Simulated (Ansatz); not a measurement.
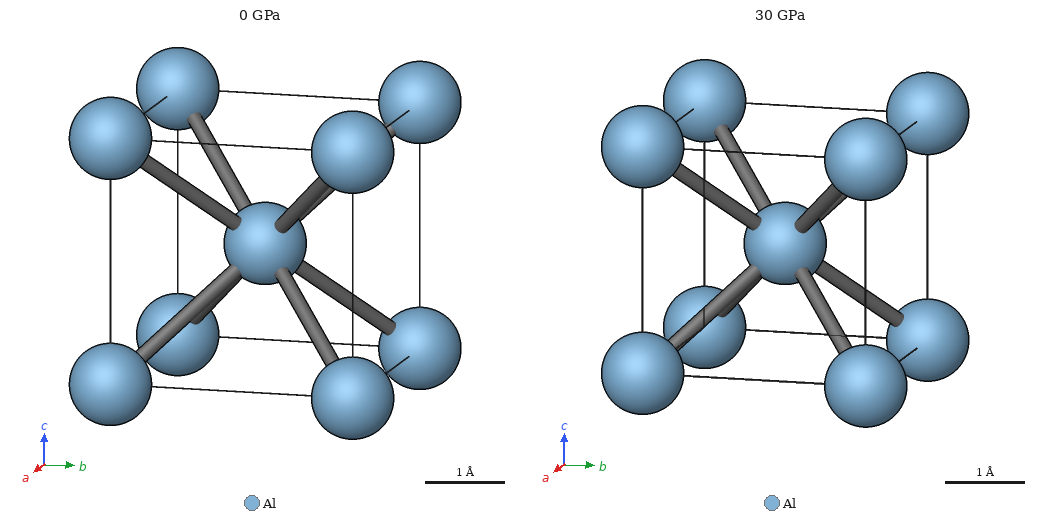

Al, body-centred cubic (W type), space group Im-3m (No. 229), relaxed (cell and atoms) under a series of hydrostatic pressures; the conventional cell is drawn at the lowest and the highest, to one scale (sticks follow a distance rule). The start was a structure listed in the Materials Project. This isn't the form of Al at room conditions, which is fcc.

Alike in all runs: Ansatz 0.2.0; functional PBEsol; potentials Ansatz PAW; cutoff 420 eV; k mesh 12 × 12 × 12 on the run's cell of 1 atom; occupations fermi-dirac, width 0.05 eV; no spin polarisation; no spin-orbit coupling.

```tsv
pressure (GPa)	volume (Å³/atom)	a (Å)
0.0	16.589	3.213
2.0	?	?
5.0	15.618	3.149
10.0	14.876	3.099
20.0	13.785	3.021
30.0	12.975	2.961
```

What equation of state do the given rows imply, and what volume does it predict for the missing row?

The fit gives V0 = 16.58 Å³/atom, B0 = 73 GPa and B0′ = 4.1, which puts the volume at 2.0 GPa at 16.16 Å³/atom. The run gave volume 16.166 Å³/atom; a 3.186 Å.

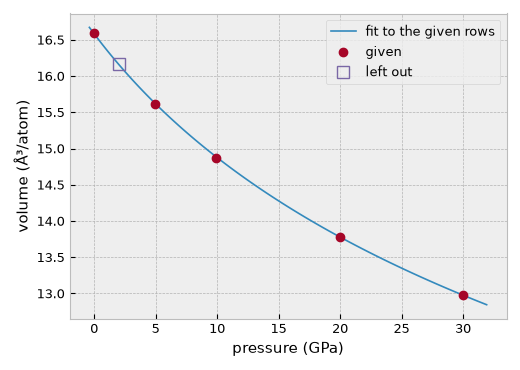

Volume against pressure, with the fit. The structure was kept in its own symmetry, so a change to another phase within this range wouldn't be seen.

Caveat: the plane-wave basis is chosen anew once the cell has moved, so the energies of steps on either side of that aren't comparable.
